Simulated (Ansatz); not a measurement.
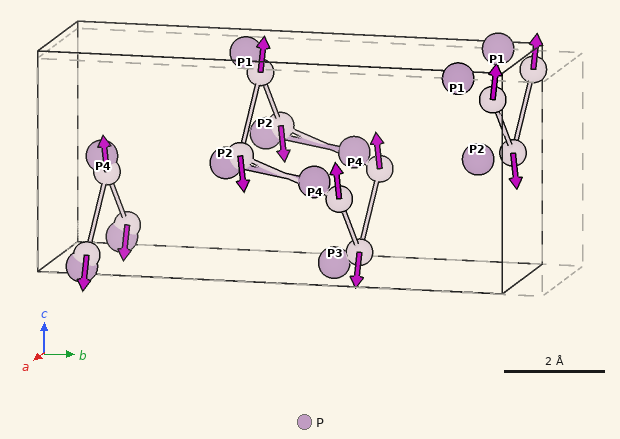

A symmetric starting cell of P, drawn pale, and a changed version of it, drawn solid. The purple arrows show how the atoms are displaced (without the part that the change of the cell carries along), magnified 3 times. Besides, the cell is strained by +3.3 % along c, −1.4 % along a, −8.0 % along b (volume −6.2 %). The picture is a ball-and-stick view of the conventional cell (2 times the calculation's cell), seen slightly off an axis. Lengths and directions refer to the drawn axes.

Method: Ansatz, DFT PBE, scalar-relativistic, plane waves, PAW. (plane-wave cutoff 420 eV; k-point mesh 12 × 12 × 8; occupations gaussian; smearing width 0.05 eV; no spin polarisation)

Question: How are the atoms displaced, and what does the calculation give?

Answer: Atoms are displaced by 0.26 Å relative to the cell: P1 0.26 Å roughly along +c. No relaxation follows. The starting cell wasn't computed here and needn't be at equilibrium, so pressure and forces aren't due to the change alone. The pressure is 17.8 GPa (not all of it need come from the change, since the unchanged cell can be under pressure at this level too). The principal stresses (compression positive) are 64.7 GPa along b, −2.4 GPa along a, −9.0 GPa along c. The largest forces, 7.7 eV/Å, act on P1, P2, P3 and P4; on P1 it points along [0 −2 −1]. The forces point partly back along the displacements (cosine −0.37). Some distances before and after: P–P 2.169 → 2.552 Å, P–P 2.204 → 1.862 Å. The space group stays Cmce (No. 64).
